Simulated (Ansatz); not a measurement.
```
CELL_PARAMETERS angstrom
0.00000 -3.27627 0.00000
0.00000 0.00000 3.61500
-3.95373 0.00000 0.00000
ATOMIC_POSITIONS crystal
Cu 0.50000 0.00000 0.50000
Cu 0.00000 0.00000 0.00000
Cu 0.50000 0.50000 0.00000
Cu 0.00000 0.50000 0.50000
```

Space group Fmmm; changed on purpose from its base cell (strain +0.0937 x Voigt [1, -1, 0, 0, 0, 0], atoms carried along); computed pressure about −3 GPa in this cell; computed without spin polarisation.

Level of theory: DFT r2SCAN, scalar-relativistic, plane waves, PAW (Ansatz).

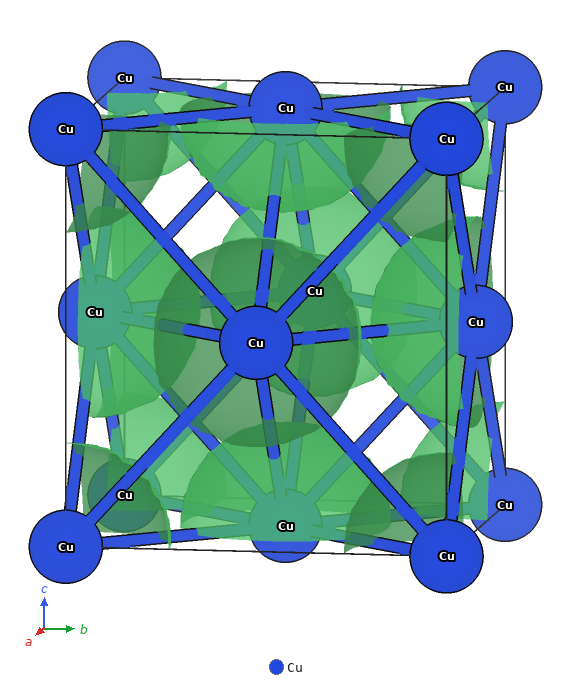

Cu. Isosurface of the valence charge density (pseudo) at 0.4 e/Å³ (green), seen at an oblique angle. Sticks mark near contacts.

In a PAW calculation such maps are meaningful between the atoms, not at the nuclei.

Q: Which contacts does the surface bridge?

A: At this value the density breaks into separate islands; it holds about 90 % of the electrons treated as valence (semicore included). It bridges none of the near contacts. It is pinched off along the sampled Cu–Cu (2.44 Å), Cu–Cu (2.57 Å) and Cu–Cu (2.68 Å) contacts. On the grid the lowest density along these lines, outside the cores, is 0.31 e/Å³ (Cu–Cu, 2.44 Å), 0.26 e/Å³ (Cu–Cu, 2.57 Å) and 0.23 e/Å³ (Cu–Cu, 2.68 Å).

Q: Metal or insulator at this level of theory?

A: It is metallic or semimetallic at this level of theory: no gap opens.
